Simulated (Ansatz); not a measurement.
# Dielectric response of KI (001) films, part 2 of 5

Aim: the electronic and static ε of rocksalt KI (001) from films of several thicknesses in a field.

Ansatz 0.2.0; plane-wave DFT, PBE, Ansatz PAW (the session's first sound run).

So far. Step 2 (Relaxing the film, 6 atoms, units 3): The gap is 3.98 eV, with the valence edge 5.72 eV and the conduction edge 1.74 eV under the upper vacuum level.

### 3. The relaxed film, single point, 6 atoms, units 3

The film was relaxed beforehand; a single point on the relaxed positions gives its levels and potential.

File input.yaml:

```yaml
crystal:
  lattice:
    - [4.99924494, 0.0, 0.0]
    - [0.0, 4.99924494, 0.0]
    - [0.0, 0.0, 25.07]
  atoms:
    - { symbol: K, position: [0.5, 0.5, 0.3587986656] }
    - { symbol: I, position: [0.0, 0.0, 0.3547982303] }
    - { symbol: K, position: [0.0, 0.0, 0.4999999968] }
    - { symbol: I, position: [0.5, 0.5, 0.5000000137] }
    - { symbol: K, position: [0.5, 0.5, 0.6412013276] }
    - { symbol: I, position: [0.0, 0.0, 0.645201766] }
kpoints:
  mp_grid: { grid: [6, 6, 1] }
hamiltonian:
  xc: pbe
scf:
  occupations: { method: fixed }
  convergence: { dr2_threshold: 1.0e-09 }
efield:
  axis: 3
  dipole_correction: true
  ramp_position: 0.97
  ramp_width: 0.06
output:
  eigenvalues: true
  write_potential: true
  write_density: true
  volumetric_format: npy
```

Command:

```console
$ ansatz run input.yaml --threads 4 --pin off --max-ram 12288MiB --backend cpu --events-out ev --progress --plain --runs-dir out
```

Numbers of over 12 decimals in the logs are rounded to 6 here.

Output:

```text
[...]
Crystal: 6 atoms, lattice volume = 626.561 Å³
Basis set: ecut = 420 eV, 12271 PW (Γ)
Bands: 47, of which v1, the nominal top of the filled ones, is band 39 counted from 1 (38 counted from 0)
Symmetry: 8 space group operations
k-points: 10 of 36
[...]
SCF iter   1: F=—  HF=-27160.832586 eV  |F-HF|=—  |Δ(HF+E_count)|=         —  Δρ=3.58e-4  dr2=4.02e-3  ethr=1.77e-3  p=-0.000 e·Å  D=-3.76e-8 V/Å  ΔV_dip=0.00 eV  dr2_dipole=6.23e-10  V_vac-E_F(+/−)=5.73/5.73 eV  ⟨swp⟩=7.5  Hψ=1843  notcnv=0  defer=53
[...]
SCF iter   8: F=-27160.832854 eV  HF=-27160.832854 eV  |F-HF|=5.09e-11  |Δ(HF+E_count)|=   5.32e-9  Δρ=1.21e-7  dr2=1.05e-10  ethr=1.28e-12  p=0.000 e·Å  D=4.08e-7 V/Å  ΔV_dip=-0.00 eV  dr2_dipole=4.83e-12  V_vac-E_F(+/−)=5.72/5.72 eV  ⟨swp⟩=22.0  Hψ=2971  notcnv=0
SCF 1 converged in 8 iterations: F = -27160.832854 eV  dr2 = 1.05e-10
[...]
WARN: The output density's exchange-correlation potential varies sharply where the density is thin. Do not read a vacuum level from v_tot or v_xc, or from such a field of the output density. On a cell that repeats whose density bears no net charge and no dipole along the vacuum's axis use v_es (v_loc + v_h of the components); under efield.dipole_correction with no amplitude use v_es + v_field, which holds any externa [...]
SCF converged after 8 iterations
Free energy (F): -27160.832854 eV
[...]
Internal energy: -27160.832854 eV  (E = F + TS)
E sigma→0 (E₀):  -27160.832854 eV
Fermi energy:    -2.332736 eV
Dipole field:    D = -0.000001 V/Å  (p = -0.000004 e·Å, saw-weighted, corrected)
Work function:   Φ+ = 5.7202 eV   Φ− = 5.7201 eV
[...]
--- Band table (eV; the first three rows and the last of 10) ---
  k-point 0: bands = [... 35 lower, -2.3941, -2.3941, -2.3327, -2.3327, 1.6471, 2.1514, 2.7772, 2.9122, ... 4 higher]
  k-point 1: bands = [... 35 lower, -2.5454, -2.4289, -2.4272, -2.3812, 2.0159, 2.3904, 3.0017, 3.2007, ... 4 higher]
  k-point 2: bands = [... 35 lower, -2.5547, -2.5090, -2.4967, -2.4775, 2.7709, 2.8358, 3.2240, 3.7469, ... 4 higher]
  k-point 9: bands = [... 35 lower, -2.7771, -2.7771, -2.5525, -2.4539, 2.9408, 2.9408, 3.3339, 3.6823, ... 4 higher]
```

It took 9.5 s on 4 threads of Arm Neoverse V1, shared host; peak memory 1.1 GiB; 37 s of CPU time.

This step gave:

```yaml
dipole_along_the_normal: -4.37e-6 e·Å
```

Running mean over 3.535 Å of the planar mean; the ramp of the sawtooth is left out. Table of electron's electrostatic potential energy less the highest filled level by z:

| z (Å) | electron's electrostatic potential energy less the highest filled level (eV) |
| --- | --- |
| 4 | 5.72 |
| 5 | 5.71 |
| 6 | 5.54 |
| 7 | 4.08 |
| 8 | 2.02 |
| 9 | 1.64 |
| 10 | 1.71 |
| 11 | 1.72 |
| 12 | 1.62 |
| 13 | 1.61 |
| 14 | 1.72 |
| 15 | 1.72 |
| 16 | 1.64 |
| 17 | 1.94 |
| 18 | 3.92 |
| 19 | 5.50 |
| 20 | 5.71 |
| 21 | 5.72 |
| 22 | 5.72 |

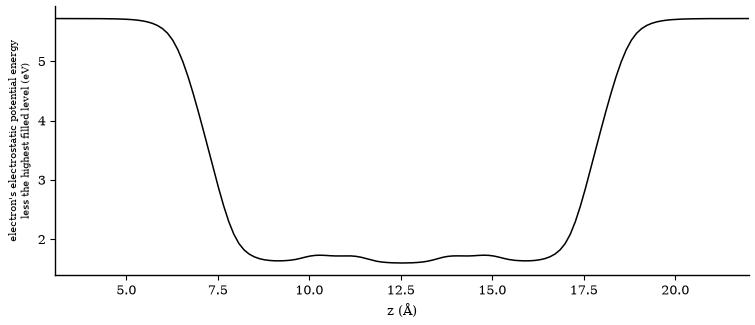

Electron's electrostatic potential energy less the highest filled level, plotted against z.

The gap is 3.98 eV, with the valence edge 5.72 eV and the conduction edge 1.74 eV under the upper vacuum level.

### 4. Atoms held, 6 atoms, units 3, field 0.05 V/Å

A sawtooth potential applies the field, turning back in the middle of the vacuum. With the dipole correction the typed value is the field outside the slab. The induced dipole is small, so the SCF threshold is tight.

Changes to input.yaml since step 3:

```diff
@@ -18,3 +18,3 @@
   occupations: { method: fixed }
-  convergence: { dr2_threshold: 1.0e-09 }
+  convergence: { dr2_threshold: 1.0e-10 }
 efield:
@@ -24,4 +24,4 @@
   ramp_width: 0.06
+  amplitude: 0.05
 output:
-  eigenvalues: true
   write_potential: true
```

Output:

```text
[...]
Crystal: 6 atoms, lattice volume = 626.561 Å³
Basis set: ecut = 420 eV, 12271 PW (Γ)
Bands: 47, of which v1, the nominal top of the filled ones, is band 39 counted from 1 (38 counted from 0)
Symmetry: 8 space group operations
k-points: 10 of 36
[...]
SCF iter  11: F=-27160.834102 eV  HF=-27160.834102 eV  |F-HF|=6.18e-11  |Δ(HF+E_count)|=   1.19e-9  Δρ=7.52e-8  dr2=1.71e-11  ethr=1.00e-12  p=0.050 e·Å  D=1.44e-2 V/Å  ΔV_dip=-0.36 eV  dr2_dipole=1.75e-13  V_vac-E_F(+/−)=6.06/5.28 eV  ⟨swp⟩=20.7  Hψ=2762  notcnv=0
SCF 1 converged in 11 iterations: F = -27160.834102 eV  dr2 = 1.71e-11
[...]
SCF converged after 11 iterations
[...]
Free energy (F): -27160.834102 eV
[...]
Internal energy: -27160.834102 eV  (E = F + TS)
E sigma→0 (E₀):  -27160.834102 eV
Fermi energy:    -2.297689 eV
Dipole field:    D = 0.014408 V/Å  (p = 0.049887 e·Å, saw-weighted, corrected)
Work function:   not extracted (applied field tilts the vacuum); planar V_es + V_field profile in the machine report
[...]
--- Band table (eV; the first three rows and the last of 10) ---
  k-point 0: bands = [... 35 lower, -2.4262, -2.4262, -2.2977, -2.2977, 1.6343, 2.1551, 2.7729, 2.8969, ... 4 higher]
  k-point 1: bands = [... 35 lower, -2.5233, -2.4662, -2.4160, -2.3413, 1.9961, 2.3994, 3.0003, 3.1705, ... 4 higher]
  k-point 2: bands = [... 35 lower, -2.5836, -2.5483, -2.4753, -2.4247, 2.7001, 2.8939, 3.2260, 3.6960, ... 4 higher]
  k-point 9: bands = [... 35 lower, -2.7595, -2.7595, -2.5843, -2.4224, 2.9380, 2.9380, 3.3187, 3.6957, ... 4 higher]
```

The job ended after 11 s (4 threads; peak memory 1.1 GiB; 41 s of CPU time).

Numbers from this step:

```
gap on the k-mesh       : 3.932 eV
dipole along the normal : 0.04989 e·Å
```

The dipole is 0.0499 e·Å, and the gap on the mesh 3.932 eV.

### 5. Atoms held, 6 atoms, units 3, field -0.05 V/Å

Changes to input.yaml since step 4:

```diff
@@ -24,3 +24,3 @@
   ramp_width: 0.06
-  amplitude: 0.05
+  amplitude: -0.05
 output:
```

Output:

```text
[...]
Crystal: 6 atoms, lattice volume = 626.561 Å³
Basis set: ecut = 420 eV, 12271 PW (Γ)
Bands: 47, of which v1, the nominal top of the filled ones, is band 39 counted from 1 (38 counted from 0)
Symmetry: 8 space group operations
k-points: 10 of 36
[...]
k-point 0: bands = [... 35 lower, -2.4262, -2.4262, -2.2977, -2.2977, 1.6343, 2.1551, 2.7729, 2.8969, ... 4 higher]
  k-point 1: bands = [... 35 lower, -2.5233, -2.4662, -2.4160, -2.3413, 1.9961, 2.3994, 3.0003, 3.1705, ... 4 higher]
  k-point 2: bands = [... 35 lower, -2.5836, -2.5483, -2.4753, -2.4247, 2.7001, 2.8939, 3.2260, 3.6960, ... 4 higher]
  k-point 9: bands = [... 35 lower, -2.7595, -2.7595, -2.5843, -2.4224, 2.9380, 2.9380, 3.3187, 3.6957, ... 4 higher]
[key lines of the parts left out:]
SCF converged after 11 iterations
Free energy (F): -27160.834102 eV
Fermi energy:    -2.297690 eV
Dipole field:    D = -0.014408 V/Å  (p = -0.049888 e·Å, saw-weighted, corrected)
```

Run time: 11 s. Hardware: 4 threads; peak memory 1.1 GiB.

The dipole is -0.0499 e·Å, and the gap on the mesh 3.932 eV.

### 6. Response with the atoms held, 6 atoms, units 3

This step: plane-wave DFT, PBE, Ansatz PAW; response to a field along the normal, atoms held (Ansatz 0.2.0).

The two fields give this film's response with the atoms held: the electronic part.

Numbers from this step:

```
equivalent conductor thickness p/(ε₀AE) : 7.224 Å
distance between the outer atoms        : 7.280 Å
thickness                               : 10.61 Å
```

Local field over the applied field, running mean. From the potentials at -0.05 and 0.05 V/Å; running mean over 3.535 Å, taken twice. Local field over applied field against z:

| z (Å) | local field over applied field |
| --- | --- |
| 4 | 0.943 |
| 5 | 0.944 |
| 6 | 0.838 |
| 7 | 0.677 |
| 8 | 0.513 |
| 9 | 0.400 |
| 10 | 0.353 |
| 11 | 0.348 |
| 12 | 0.351 |
| 13 | 0.351 |
| 14 | 0.348 |
| 15 | 0.352 |
| 16 | 0.394 |
| 17 | 0.503 |
| 18 | 0.665 |
| 19 | 0.828 |
| 20 | 0.939 |
| 21 | 0.959 |

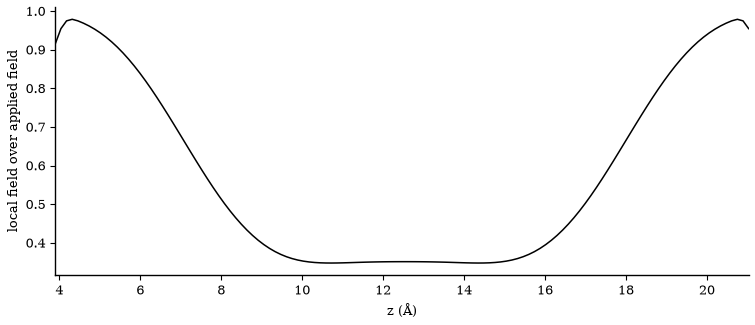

Local field over applied field against z.

Electrons, planar mean, per unit field. Induced electron density against z:

| z (Å) | induced electron density (e/Å³ per V/Å) |
| --- | --- |
| 4 | 5.4e-6 |
| 5 | 4.7e-5 |
| 6 | 3.3e-4 |
| 7 | 0.00168 |
| 8 | 0.00265 |
| 9 | -2.9e-4 |
| 10 | -0.00243 |
| 11 | 0.00101 |
| 12 | 0.00160 |
| 13 | -0.00144 |
| 14 | -0.00127 |
| 15 | 0.00234 |
| 16 | 5.2e-4 |
| 17 | -0.00246 |
| 18 | -0.00184 |
| 19 | -3.8e-4 |
| 20 | -5.5e-5 |
| 21 | -6.3e-6 |

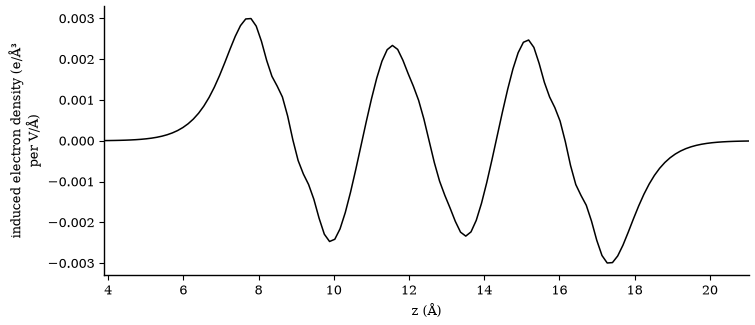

Induced electron density against z.

By hand: between -0.05 and 0.05 V/Å the dipole changes by 0.09978 e·Å, a slope of 0.9978 e·Å²/V. A perfect conductor of thickness t has p = ε₀AEt, so t = 180.95 × 0.9978 / 24.992 = 7.22 Å (e/ε₀ = 180.95 V·Å, A in Å²).

The induced dipole is that of a conductor 7.22 Å thick.

### 7. Relaxing in the field, 6 atoms, field 0.05 V/Å

This step: plane-wave DFT, PBE, Ansatz PAW (Ansatz 0.2.0).

Now the atoms may follow the field. A weak field makes forces of meV/Å to tens of meV/Å, so the force tolerance is set well below the usual one.

Changes to input.yaml since step 5:

```diff
@@ -24,3 +24,6 @@
   ramp_width: 0.06
-  amplitude: -0.05
+  amplitude: 0.05
+relax:
+  f_tol: 0.0006
+  max_steps: 70
 output:
```

Output:

```text
[...]
Crystal: 6 atoms, lattice volume = 626.561 Å³
Basis set: ecut = 420 eV, 12271 PW (Γ), exchange–correlation on 72×72×360 points (8 copies of the dense FFT grid, shifted against one another)
Bands: 47, of which v1, the nominal top of the filled ones, is band 39 counted from 1 (38 counted from 0)
Symmetry: 8 space group operations
k-points: 10 of 36
[...]
SCF iter  11: F=-27160.834064 eV  HF=-27160.834064 eV  |F-HF|=1.60e-10  |Δ(HF+E_count)|=   2.49e-9  Δρ=7.52e-8  dr2=1.74e-11  ethr=1.00e-12  p=0.050 e·Å  D=1.44e-2 V/Å  ΔV_dip=-0.36 eV  dr2_dipole=2.25e-13  V_vac-E_F(+/−)=6.06/5.28 eV  ⟨swp⟩=6.9  Hψ=2282  notcnv=0
SCF 1 converged in 11 iterations: F = -27160.834064 eV  dr2 = 1.74e-11
[...]
relax step   1: F+E_penalty+E_count = -27160.83406449 eV  Δ(F+E_penalty+E_count) = +0.000e0 eV  max|allowed force component| = 2.020e-2 eV/Å  Δτ_max = 0.0000 Å  (11 SCF iters, accepted)
[...]
SCF iter   7: F=-27160.834472 eV  HF=-27160.834472 eV  |F-HF|=7.64e-11  |Δ(HF+E_count)|=   3.51e-9  Δρ=8.16e-8  dr2=3.84e-11  ethr=1.00e-12  p=0.061 e·Å  D=1.77e-2 V/Å  ΔV_dip=-0.44 eV  dr2_dipole=5.48e-13  V_vac-E_F(+/−)=6.03/5.33 eV  ⟨swp⟩=5.1  Hψ=2464  notcnv=0
SCF 2 converged in 7 iterations: F = -27160.834472 eV  dr2 = 3.84e-11
relax step   2: F+E_penalty+E_count = -27160.83447221 eV  Δ(F+E_penalty+E_count) = -4.077e-4 eV  max|allowed force component| = 1.090e-2 eV/Å  Δτ_max = 0.0076 Å  (7 SCF iters, accepted)
SCF iter   1: F=—  HF=-27160.834588 eV  |F-HF|=—  |Δ(HF+E_count)|=         —  Δρ=5.20e-5  dr2=1.17e-4  ethr=1.05e-6  p=0.061 e·Å  D=1.77e-2 V/Å  ΔV_dip=-0.44 eV  dr2_dipole=8.39e-5  V_vac-E_F(+/−)=6.03/5.34 eV  ⟨swp⟩=5.3  Hψ=872  notcnv=0  defer=60
[...]
SCF iter   7: F=-27160.834575 eV  HF=-27160.834575 eV  |F-HF|=4.73e-11  |Δ(HF+E_count)|=   2.15e-9  Δρ=8.55e-8  dr2=3.19e-11  ethr=1.00e-12  p=0.070 e·Å  D=2.03e-2 V/Å  ΔV_dip=-0.51 eV  dr2_dipole=2.02e-12  V_vac-E_F(+/−)=6.01/5.38 eV  ⟨swp⟩=5.0  Hψ=2457  notcnv=0
SCF 3 converged in 7 iterations: F = -27160.834575 eV  dr2 = 3.19e-11
relax step   3: F+E_penalty+E_count = -27160.83457481 eV  Δ(F+E_penalty+E_count) = -1.026e-4 eV  max|allowed force component| = 7.652e-4 eV/Å  Δτ_max = 0.0056 Å  (7 SCF iters, accepted)
SCF iter   1: F=—  HF=-27160.834575 eV  |F-HF|=—  |Δ(HF+E_count)|=         —  Δρ=4.18e-6  dr2=3.53e-7  ethr=7.56e-9  p=0.070 e·Å  D=2.03e-2 V/Å  ΔV_dip=-0.51 eV  dr2_dipole=8.41e-9  V_vac-E_F(+/−)=6.01/5.38 eV  ⟨swp⟩=3.0  Hψ=783  notcnv=0  defer=60
[...]
SCF iter   5: F=-27160.834575 eV  HF=-27160.834575 eV  |F-HF|=1.53e-10  |Δ(HF+E_count)|=  4.80e-10  Δρ=5.19e-8  dr2=1.90e-11  ethr=1.00e-12  p=0.070 e·Å  D=2.03e-2 V/Å  ΔV_dip=-0.51 eV  dr2_dipole=1.16e-13  V_vac-E_F(+/−)=6.01/5.38 eV  ⟨swp⟩=6.1  Hψ=2243  notcnv=0
SCF 4 converged in 5 iterations: F = -27160.834575 eV  dr2 = 1.90e-11
relax step   4: F+E_penalty+E_count = -27160.83457535 eV  Δ(F+E_penalty+E_count) = -5.401e-7 eV  max|allowed force component| = 2.624e-4 eV/Å  Δτ_max = 0.0004 Å  (5 SCF iters, accepted)
NSCF: frozen V_eff on 10 k-points
[...]
SCF converged after 5 iterations
[...]
Free energy (F): -27160.834575 eV
[...]
Internal energy: -27160.834575 eV  (E = F + TS)
E sigma→0 (E₀):  -27160.834575 eV
Fermi energy:    -2.326941 eV
Dipole field:    D = 0.020313 V/Å  (p = 0.070335 e·Å, saw-weighted, corrected)
Work function:   not extracted (applied field tilts the vacuum); planar V_es + V_field profile in the machine report
[...]
--- Forces (eV/Å), atoms counted from 1 ---
  atom   1  K      0.00000000     0.00000000    -0.00016432
  atom   2  I      0.00000000     0.00000000    -0.00013355
  atom   3  K      0.00000000     0.00000000     0.00026292
  atom   4  I      0.00000000     0.00000000     0.00013900
  atom   5  K      0.00000000     0.00000000    -0.00010163
  atom   6  I     -0.00000000     0.00000000     0.00000064
  max |Σ_I F_I| component: 3.05e-6 eV/Å
--- Band table (eV; the first three rows and the last of 10) ---
  k-point 0: bands = [... 35 lower, -2.4002, -2.4002, -2.3269, -2.3269, 1.6436, 2.1507, 2.7767, 2.9038, ... 4 higher]
  k-point 1: bands = [... 35 lower, -2.5429, -2.4363, -2.4258, -2.3740, 2.0106, 2.3908, 2.9997, 3.1890, ... 4 higher]
  k-point 2: bands = [... 35 lower, -2.5609, -2.5097, -2.5027, -2.4647, 2.7462, 2.8554, 3.2228, 3.7275, ... 4 higher]
  k-point 9: bands = [... 35 lower, -2.7749, -2.7749, -2.5570, -2.4497, 2.9403, 2.9403, 3.3308, 3.6838, ... 4 higher]
--- Relaxed structure (4 steps of the walk, 4 accepted, 0 SCFs on fresh bases) ---
  F+E_penalty+E_count = -27160.83457535 eV   max|allowed force component| = 2.624e-4 eV/Å
  atoms:
    - { symbol: K, position: [0.5, 0.5, 0.359232] }
    - { symbol: I, position: [0, 0.0, 0.354255] }
    - { symbol: K, position: [0, 0.0, 0.500115] }
    - { symbol: I, position: [0.5, 0.5, 0.499981] }
    - { symbol: K, position: [0.5, 0.5, 0.641692] }
    - { symbol: I, position: [0, 0.0, 0.644726] }
```

Elapsed: 24 s, on 4 threads; peak memory 1 GiB; 95 s of CPU time.

Relaxation path:

| step | energy less that of the first step (eV) | largest force component (eV/Å) |
| --- | --- | --- |
| 1 | 0.0000 | 0.0202 |
| 2 | -0.0004 | 0.0109 |
| 3 | -0.0005 | 0.0008 |
| 4 | -0.0005 | 0.0003 |

Forces are held to the 8 operations that the run works with; a distortion that breaks them can't arise in this run.

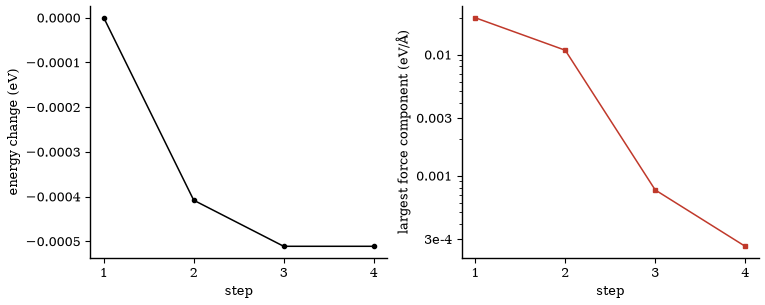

Energy and largest force along the relaxation.

The atoms that moved most (Å):

| atom | dx | dy | dz | length |
| --- | --- | --- | --- | --- |
| I2 | 0.000 | 0.000 | -0.014 | 0.014 |
| K5 | 0.000 | 0.000 | 0.012 | 0.012 |
| I6 | 0.000 | 0.000 | -0.012 | 0.012 |
| K1 | 0.000 | 0.000 | 0.011 | 0.011 |

The relaxed structure:

```xyz
6
Lattice="4.9992 0.0000 0.0000 0.0000 4.9992 0.0000 0.0000 0.0000 25.0700" Properties=species:S:1:pos:R:3
K     2.4996    2.4996    9.0060
I     0.0000    0.0000    8.8812
K     0.0000    0.0000   12.5379
I     2.4996    2.4996   12.5345
K     2.4996    2.4996   16.0872
I     0.0000    0.0000   16.1633
```

Numbers from this step:

```
gap on the k-mesh       : 3.971 eV
dipole along the normal : 0.07034 e·Å
```

The relaxation took 4 steps and lowered the energy by 5.1e-4 eV; the largest force on the free atoms ends at 2.6e-4 eV/Å.

The dipole is 0.0703 e·Å, and the gap on the mesh 3.971 eV.

### 8. Relaxing in the field, 6 atoms, field -0.05 V/Å

The opposite sign, again from the field-free geometry; the difference of the two cancels what relaxes without a field.

Changes to input.yaml since step 7:

```diff
@@ -24,3 +24,3 @@
   ramp_width: 0.06
-  amplitude: 0.05
+  amplitude: -0.05
 relax:
```

Output:

```text
[...]
Crystal: 6 atoms, lattice volume = 626.561 Å³
Basis set: ecut = 420 eV, 12271 PW (Γ), exchange–correlation on 72×72×360 points (8 copies of the dense FFT grid, shifted against one another)
Bands: 47, of which v1, the nominal top of the filled ones, is band 39 counted from 1 (38 counted from 0)
Symmetry: 8 space group operations
k-points: 10 of 36
[...]
--- Relaxed structure (4 steps of the walk, 4 accepted, 0 SCFs on fresh bases) ---
  F+E_penalty+E_count = -27160.83457535 eV   max|allowed force component| = 2.624e-4 eV/Å
  atoms:
    - { symbol: K, position: [0.5, 0.5, 0.358308] }
    - { symbol: I, position: [0, 0.0, 0.355274] }
    - { symbol: K, position: [0, 0.0, 0.499885] }
    - { symbol: I, position: [0.5, 0.5, 0.500019] }
    - { symbol: K, position: [0.5, 0.5, 0.640768] }
    - { symbol: I, position: [0, 0.0, 0.645745] }
[key lines of the parts left out:]
SCF converged after 5 iterations
Free energy (F): -27160.834575 eV
Fermi energy:    -2.326941 eV
Dipole field:    D = -0.020313 V/Å  (p = -0.070335 e·Å, saw-weighted, corrected)
```

It took 24 s on 4 threads; peak memory 1 GiB; 95 s of CPU time.

Step by step:

| step | energy less that of the first step (eV) | largest force component (eV/Å) |
| --- | --- | --- |
| 1 | 0.0000 | 0.0202 |
| 2 | -0.0004 | 0.0109 |
| 3 | -0.0005 | 0.0008 |
| 4 | -0.0005 | 0.0003 |

The run keeps the 8 symmetry operations that it works with, so distortions that break them were not tested.

The atoms that moved most (Å):

| atom | dx | dy | dz | length |
| --- | --- | --- | --- | --- |
| I6 | 0.000 | 0.000 | 0.014 | 0.014 |
| K1 | 0.000 | 0.000 | -0.012 | 0.012 |
| I2 | 0.000 | 0.000 | 0.012 | 0.012 |
| K5 | 0.000 | 0.000 | -0.011 | 0.011 |

Final coordinates:

```xyz
6
Lattice="4.9992 0.0000 0.0000 0.0000 4.9992 0.0000 0.0000 0.0000 25.0700" Properties=species:S:1:pos:R:3
K     2.4996    2.4996    8.9828
I     0.0000    0.0000    8.9067
K     0.0000    0.0000   12.5321
I     2.4996    2.4996   12.5355
K     2.4996    2.4996   16.0640
I     0.0000    0.0000   16.1888
```

The relaxation took 4 steps and lowered the energy by 5.1e-4 eV; the largest force on the free atoms ends at 2.6e-4 eV/Å.

The dipole is -0.0703 e·Å, and the gap on the mesh 3.971 eV.

### 9. Response with the atoms relaxed, 6 atoms, units 3

This step: plane-wave DFT, PBE, Ansatz PAW; response to a field along the normal, atoms relaxed (Ansatz 0.2.0).

The two relaxed runs give the static response.

This step gave:

* equivalent conductor thickness p/(ε₀AE): 10.18 Å
* distance between the outer atoms: 7.282 Å

Local field over the applied field, running mean. From the potentials at -0.05 and 0.05 V/Å; running mean over 3.535 Å, taken twice. Table of local field over applied field by z:

| z (Å) | local field over applied field |
| --- | --- |
| 5 | 0.898 |
| 6 | 0.737 |
| 7 | 0.506 |
| 8 | 0.315 |
| 9 | 0.0986 |
| 10 | 0.0973 |
| 11 | 0.139 |
| 12 | 0.145 |
| 13 | 0.154 |
| 14 | 0.142 |
| 15 | 0.0953 |
| 16 | 0.0948 |
| 17 | 0.309 |
| 18 | 0.488 |
| 19 | 0.720 |
| 20 | 0.897 |
| 21 | 0.949 |

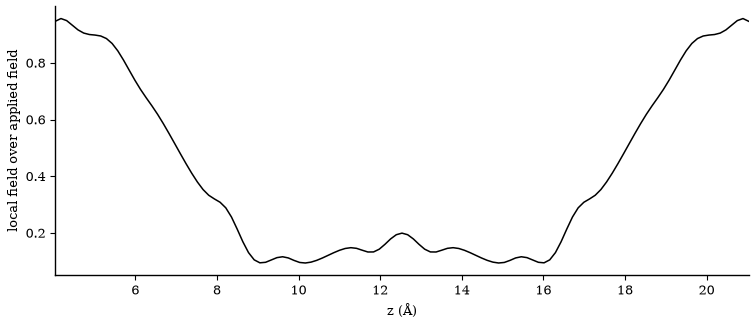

Local field over applied field, plotted against z.

The induced dipole is that of a conductor 10.18 Å thick.

(Continued in part 3 of 5.)

[Logs are printed without paths, hosts, clocks, repeated set-up lines and the standing remarks that a program may print on its own settings, such as how far it seeks lower states.]

[Hosts, paths, dates, database ids (printed as entryN), source tags and the programs' standing remarks are cut or masked in the printed files.]

[Maps of the electrostatic potential energy from Ansatz leave out the sawtooth potential of an applied field or a dipole correction, so their vacuum need not be flat; planar profiles and work functions include it.]
